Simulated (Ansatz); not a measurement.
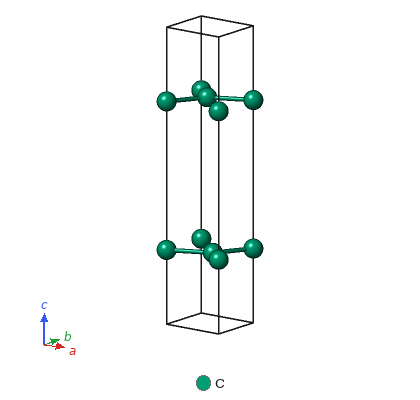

C, space group P6_3/mmc (No. 194), a = 2.467 Å, b = 2.467 Å, c = 8.465 Å, α = 90.00°, β = 90.00°, γ = 120.00°. The structure is the input geometry of an electronic-structure calculation and need not be at equilibrium. Forms under 0.4 % of the area are left out.

What shape follows from the Bravais–Friedel–Donnay–Harker rule?

Answer. The forms computed, by share of the surface:

```csv
form,faces,d (Å),share of area (%)
{002},2,4.233,46.5
{100},6,2.136,26.8
{101},12,2.071,26.7
```

Widths along a, b and c stand as 1.00 : 1.00 : 0.44.

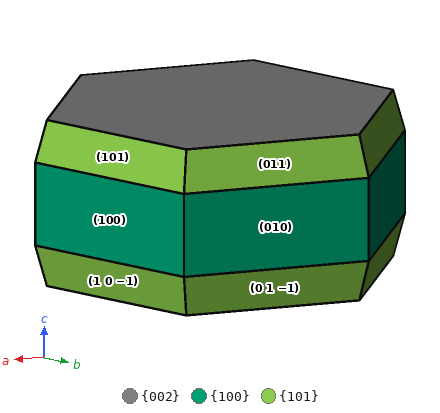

The computed shape, faces indexed. The rule is geometric and ignores bonding and growth conditions.
